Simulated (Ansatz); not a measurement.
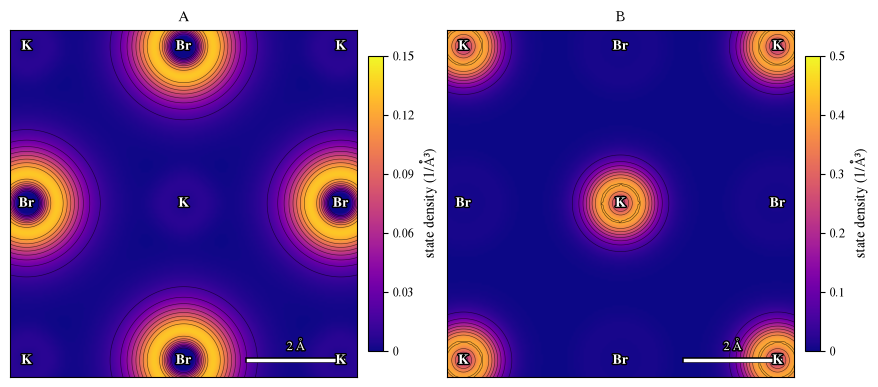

KBr: densities of the states in two energy windows, on the (010) plane of the conventional cell.

Space group Fm-3m.

Level of theory: Ansatz 0.2.0, DFT PBE, scalar-relativistic, plane waves, PAW.

In a PAW calculation such maps are meaningful between the atoms, not at the nuclei.

```
K Br
1.0
     6.60000    0.00000    0.00000
     0.00000    6.60000    0.00000
     0.00000    0.00000    6.60000
K Br
4 4
Cartesian
  0.0000 0.0000 0.0000
  3.3000 3.3000 0.0000
  3.3000 0.0000 3.3000
  0.0000 3.3000 3.3000
  3.3000 0.0000 0.0000
  0.0000 3.3000 0.0000
  0.0000 0.0000 3.3000
  3.3000 3.3000 3.3000
```

**Match the panels to the energy ranges (zero at the valence-band maximum): −11.37 to −10.97 eV and −0.6 to 0.0 eV.**

Panel A: −0.6 to 0.0 eV, the top of the valence band, mainly Br 4p (over 95 %).
Panel B: −11.37 to −10.97 eV, a separate group of bands, mainly K 3p (95 %).
The characters are Löwdin shares on a minimal set of atomic orbitals.
